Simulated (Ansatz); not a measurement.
# CoSi2/Si/CoSi2: predicting the conductance of a thicker barrier

How it was computed: Ansatz 0.2.0, plane waves with PAW datasets, PBE. Interfaces are relaxed in a short slab (with D3(BJ) where the barrier is layered), set between ideal electrode layers that go on as semi-infinite leads, and the zero-bias conductance G at 300 K comes from T(E) on a typed mesh. The error is the largest of the program's estimates from energy step, mesh, the leads' potential steps and neutrality; its separate bound for narrow resonances between the energies solved isn't counted and can be far larger. The lower electrode is CoSi2 (fluorite 111), the upper CoSi2 (fluorite 111) and the barrier Si (diamond 111), on a net of side 3.829 Å; d is the distance between the electrodes' last planes.

The runs shown:

```tsv
planes in the barrier	d (Å)	G (S/m²)	error (%)	lead step (meV)
4	8.71	1.11e14	5	6
6	11.89	4.27e13	9	5
8	15.06	1.54e13	6	5
12	21.42	2.66e12	7	5
```

Q: A further run has 14 planes, d = 24.59 Å. Fit G ∝ exp(−βd) to the rows shown and predict its conductance.

A: Take y = ln G: 32.34, 31.39, 30.36 and 28.61. The means are d = 14.27 Å and y = 30.67; Σ(Δd Δy) = −25.96 and Σ(Δd)² = 88.32, so the slope is −0.294 Å⁻¹ (β = 0.294 Å⁻¹). At d = 24.59 Å, y = 30.67 − 0.294 × 10.32 = 27.64, or G = 1.01e12 S/m².

What the calculation gave: The run gave 1.13e12 S/m², with an error estimate of 6 % and a lead step of 5 meV. The prediction is 0.893 times that, too low by 11 %. That lies within the runs' own error estimates, carried through the fit.

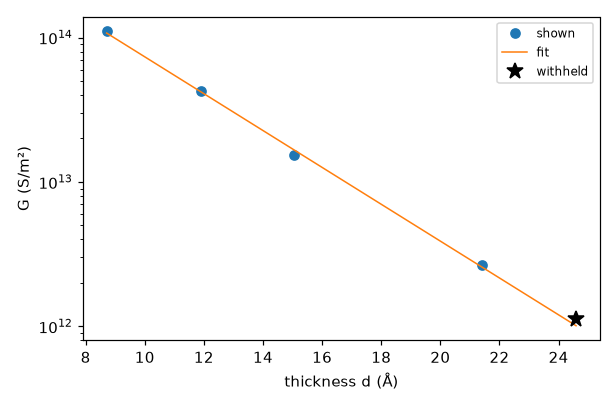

Fit and withheld run.

**Limits.** The interfaces are ideal, one cell wide, strained to a common net and relaxed from one registry with their symmetry kept. PBE's gaps are too small, so true decay constants are likely larger where the Fermi level lies deep in a gap. No spin-orbit coupling, phonons, disorder or image charges enter. The rows shown are chosen by tests on error estimates (under 100 to 120 %), lead steps (under 150 meV, though the program warns over 25), intact interfaces and, for fits, a steady trend in the rows shown; the data set holds 414 series of this kind, and not all pass.

[Logs are printed without paths, hosts, clocks, repeated set-up lines and the standing remarks that a program may print on its own settings, such as how far it seeks lower states.]
